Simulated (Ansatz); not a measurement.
**Si (slab): density, localisation and related maps**

```
Si
1.0
     7.73507    0.00000    0.00000
     0.00000    7.73507    0.00000
     0.00000    0.00000   19.61151
Si
17
Direct
  0.00000 0.25000 0.20396
  0.00000 0.75000 0.20396
  0.50000 0.25000 0.20396
  0.50000 0.75000 0.20396
  0.00000 0.00000 0.27369
  0.00000 0.50000 0.27369
  0.50000 0.00000 0.27369
  0.50000 0.50000 0.27369
  0.25000 0.00000 0.34523
  0.25000 0.50000 0.34523
  0.75000 0.00000 0.34523
  0.75000 0.50000 0.34523
  0.25000 0.25000 0.41361
  0.25000 0.75000 0.41361
  0.75000 0.25000 0.41361
  0.75000 0.75000 0.41361
  0.31250 0.25000 0.52424
```

A point of a scan over the structure, not its minimum; not relaxed (largest force 0.4 eV/Å); PAW files of the earlier set (soft_1); the program warned that a starting moment wasn't kept; spin-polarised.

These are results of DFT PBE, scalar-relativistic, plane waves, PAW in Ansatz 0.2.0, not measurements.

Core electrons are frozen (PAW), and the valence fields are smoothed inside the atomic spheres.

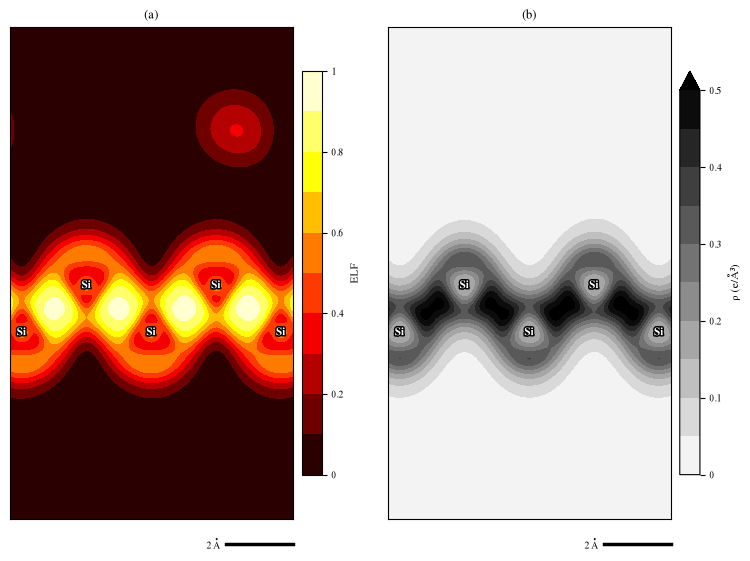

Figure 1. (a) electron localisation function; (b) valence pseudo-density on the (010) plane of the calculation cell, a cut from vacuum to vacuum.

Question: What do the fields say about this system?

Answer:
- Atoms in the plane: Si.
- The density dies away to nearly zero in the vacuum.

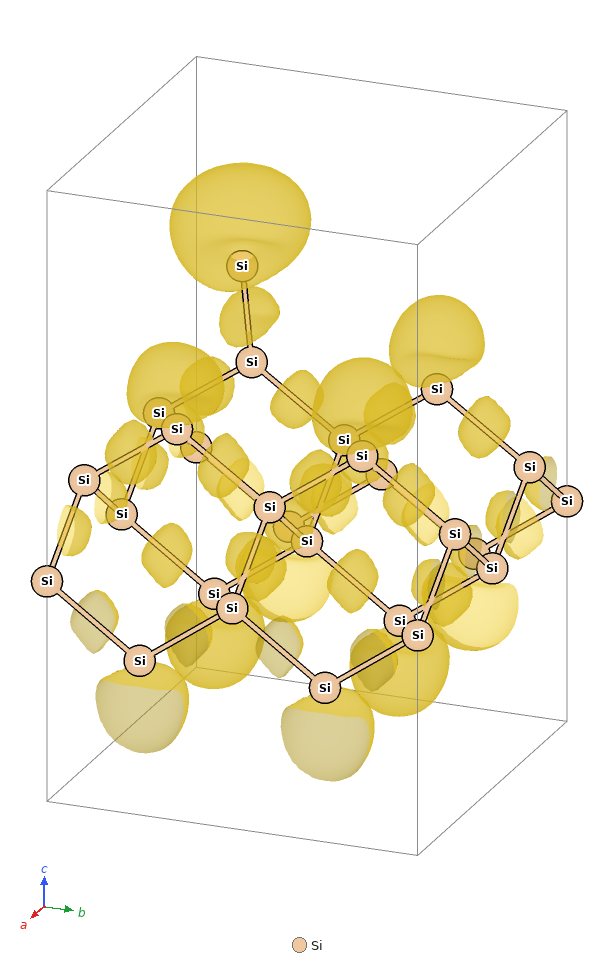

Figure 2. Isosurface of the electron localisation function at 0.85 (yellow), seen at an oblique angle. Only the valence region is drawn (cores and ρ < 0.01 e/Å³ removed). Sticks mark near contacts.

Question: Describe the localisation domains.

Answer: At this value the surface marks out 25 regions between bonded Si–Si atoms and eight lobes on Si, pointing away from the bonds (lone pairs), counted in one cell of 17 atoms. Counts are for one cell; the picture repeats the cell along the surface. Profiles from the grid: Si–Si (2.22 Å): the ELF peaks at about 0.90 between the atoms. Si–Si (2.35 Å): the ELF peaks at about 0.95 between the atoms.

Question: Does the calculation make it a metal, or give it a gap?

Answer: It is gapless in this calculation (a metal or semimetal).
